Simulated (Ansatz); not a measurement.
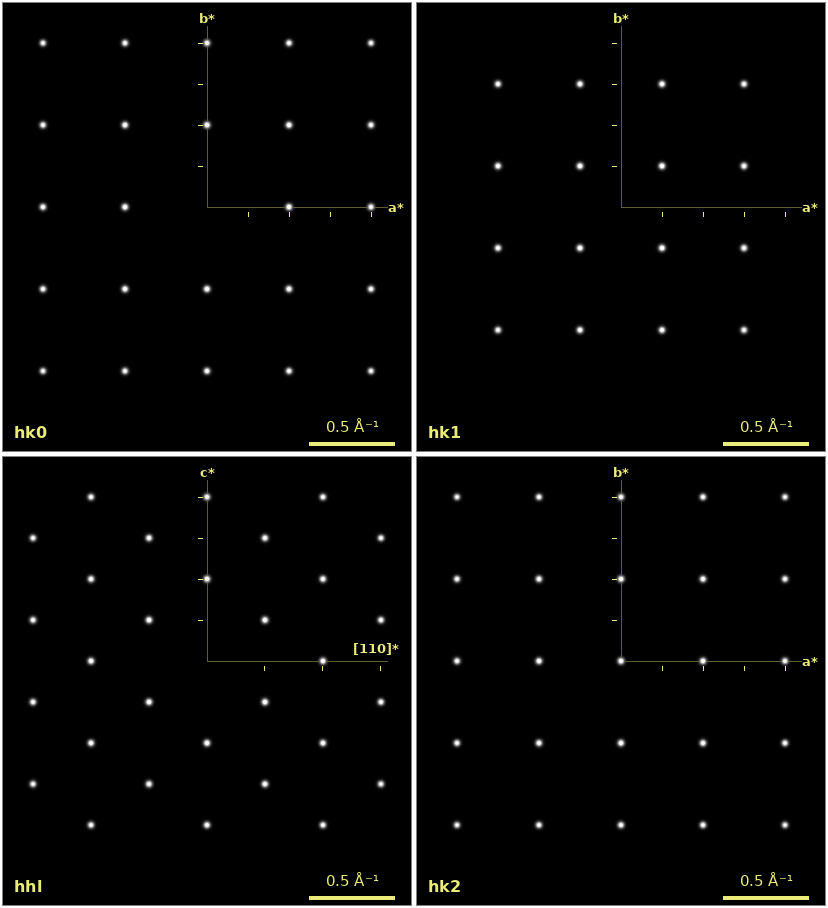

Simulated precession-type sections (neutrons; kinematic intensities, B = 0.5 Å²). The ticks mark integer indices of the conventional cell.

> Read the reciprocal cell and give the direct cell.

a* = 0.243, b* = 0.243, c* = 0.243 Å⁻¹; the cell is cubic with a = 4.11 Å.

> List the systematic absences.

Reflections are present only under these conditions. hkl: h + k = 2n, h + l = 2n; hk0: h = 2n, k = 2n; hhl: h + l = 2n; h00: h = 2n. The lattice is face-centred (F).

> Which space groups fit?

The intensities have Laue symmetry m-3m (the hk0 layer shows 4mm, hk1 shows 4mm). With these conditions the candidates are F432 (No. 209), F-43m (No. 216), Fm-3m (No. 225). Diffraction geometry alone does not choose among them; the structure has Fm-3m. The compound is Ti. Structure: the end point of a relaxation with DFT, r2SCAN, plane waves (500 eV) with PAW, scalar-relativistic (Ansatz 0.2.0); the starting structure was generated, so it need not be a known form of this composition.
